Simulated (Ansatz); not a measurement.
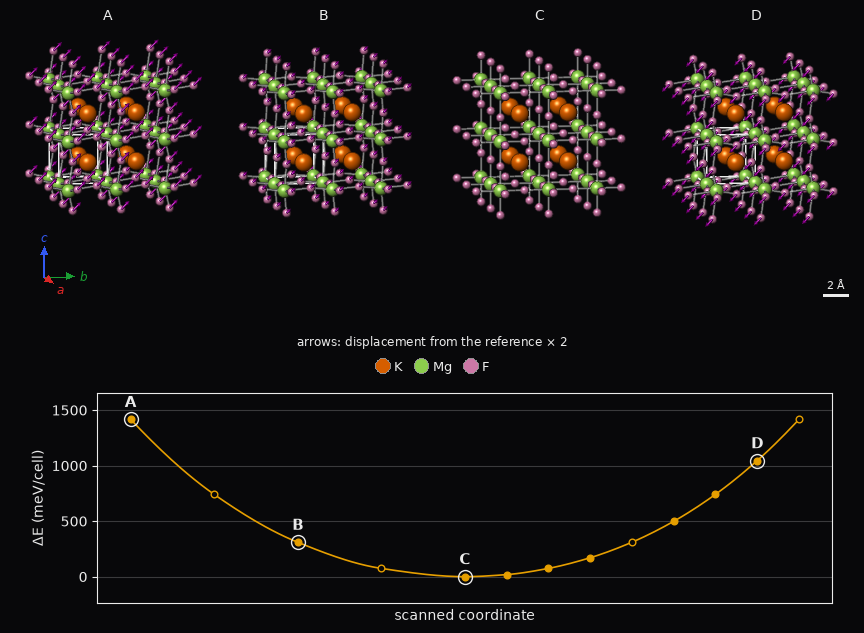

Frames of a one-coordinate scan of crystalline KMgF₃ (Pm-3m). Hollow markers are points alike by symmetry, not computed again. Style: ball-and-stick. Shown: the cell of the calculation, repeated 2 × 2 × 2 with one cell outlined, slightly off an axis. Purple arrows: displacements from the reference.

Method: DFT PBE, scalar-relativistic, plane waves, PAW in Ansatz. Settings: plane-wave cutoff 420 eV; k-point mesh 6 × 6 × 6; occupations gaussian; smearing width 0.05 eV; no spin polarisation. Energies (free energies at the smearing named) are counted from the cell as listed in its source, which wasn't relaxed.

Which coordinate changes from frame to frame?

The whole F sublattice is shifted rigidly, towards the nearest copy of atom 1 (K) at 2.818 Å, all else fixed. In the frames the displacement is −0.50 Å (A), −0.25 Å (B), 0.00 Å (C), 0.4375 Å (D). The lowest computed point lies at the displacement 0.00 Å (0 meV/cell). The curvature at zero is about 9.5 eV/Å² per cell. The well is symmetric. At the highest point the shortest interatomic distance is 1.68 Å, against 1.99 Å in the reference. The distortion takes the space group from Pm-3m to Amm2.
